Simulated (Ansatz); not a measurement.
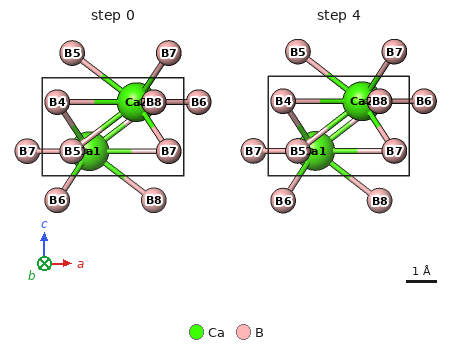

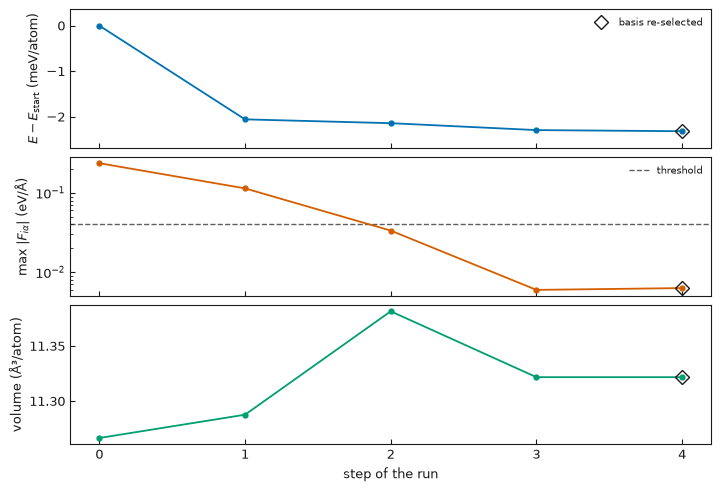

First and last geometry of a relaxation of solid CaB3 (built on the Ni3Sn (D0_19)_194 type) (coarse preliminary run), with the history of the run. The picture is a ball-and-stick view of the cell of the calculation, seen along the b axis.

Case: Ni3Sn (D0_19) type (P6_3/mmc, No. 194).

These are results of DFT PBE, scalar-relativistic, plane waves, PAW in Ansatz 0.2.0, not measurements.

Input
```yaml
crystal:
  lattice:
    - [5.5737824201, 0.0, 0.0]
    - [-2.7868912101, 4.827037171, 0.0]
    - [0.0, 0.0, 3.3500361735]
  atoms:
    - { symbol: Ca, position: [0.3333333333, 0.6666666667, 0.25] }
    - { symbol: Ca, position: [0.6666666667, 0.3333333333, 0.75] }
    - { symbol: B, position: [0.8942737166, 0.7885474331, 0.25] }
    - { symbol: B, position: [0.1057262834, 0.8942737166, 0.75] }
    - { symbol: B, position: [0.2114525669, 0.1057262834, 0.25] }
    - { symbol: B, position: [0.1057262834, 0.2114525669, 0.75] }
    - { symbol: B, position: [0.8942737166, 0.1057262834, 0.25] }
    - { symbol: B, position: [0.7885474331, 0.8942737166, 0.75] }
basis:
  ecutwfc: 420
kpoints:
  mp_grid: { grid: [6, 6, 6] }
hamiltonian:
  xc: pbe
scf:
  occupations: { method: gaussian, width: 0.1 }
  lower_state_search: "off"
output:
  forces: true
  stress: true
  eigenvalues: true
relax:
  adjacent_minimum: "off"
  f_tol: 0.04
  max_steps: 70
  cell: { stress_tol: 0.4 }
```

Launched with:
```bash
ansatz run input.yaml --threads 1 --pin off --max-ram 2560MiB --backend cpu --events-out ev --progress --plain --runs-dir out
```

> What do the curves and the structures tell?

It converged. The energy falls by 2.3 meV per atom in 3 accepted moves (4 points after the start). Largest force component: 0.24 eV/Å at the start, 0.0063 eV/Å at the end. The pressure goes from 0.19 to 0.07 GPa. The SCF was repeated once at an unchanged geometry on a basis and grid sized afresh for the cell, which shifted the energy by less than 0.05 meV per atom at most. The largest moves relative to the cell, 0.005 Å, are those of B3, B4, B5, B6, B7 and B8. B8 goes along [2 1 0]. Ca stays in place. Cell: a = b 5.574 → 5.554 Å (−0.4 %), c 3.350 → 3.390 Å (+1.2 %). Volume +0.5 %. Near-neighbour distances that change, for instance: Ca1–Ca1 3.350 → 3.390 Å, B3–B5 1.768 → 1.753 Å, Ca1–B4 2.763 → 2.773 Å, Ca1–B3 2.848 → 2.839 Å. The space group stays P6_3/mmc (No. 194). The run took 9.8 s on 1 thread of Intel(R) Xeon(R) 6975P-C (Granite Rapids), on a shared host, peak memory 0.4 GiB.
